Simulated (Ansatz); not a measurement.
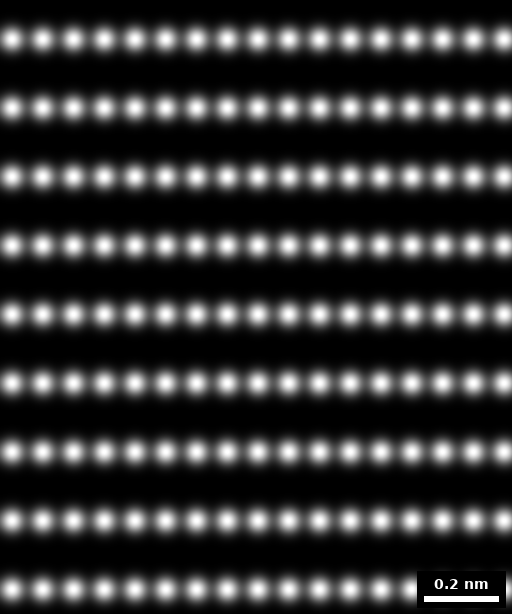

Dark-field STEM-like image of Ru (Fm-3m, No. 225) along [210]. Simulated incoherent Z contrast: every atom adds Z^1.7 spread by a probe of 0.53 Å full width; channelling and multiple scattering are left out. Atomic positions: the input geometry of a calculation; the starting structure was generated, so it need not be a known form of this composition.

**Describe what the image shows.**

The columns repeat on a rectangular net of 0.84 × 1.88 Å (plane group p2mm). All columns are alike (Ru). The shortest distance between visible columns is 0.84 Å in projection. Along the beam the structure repeats every 8.41 Å.
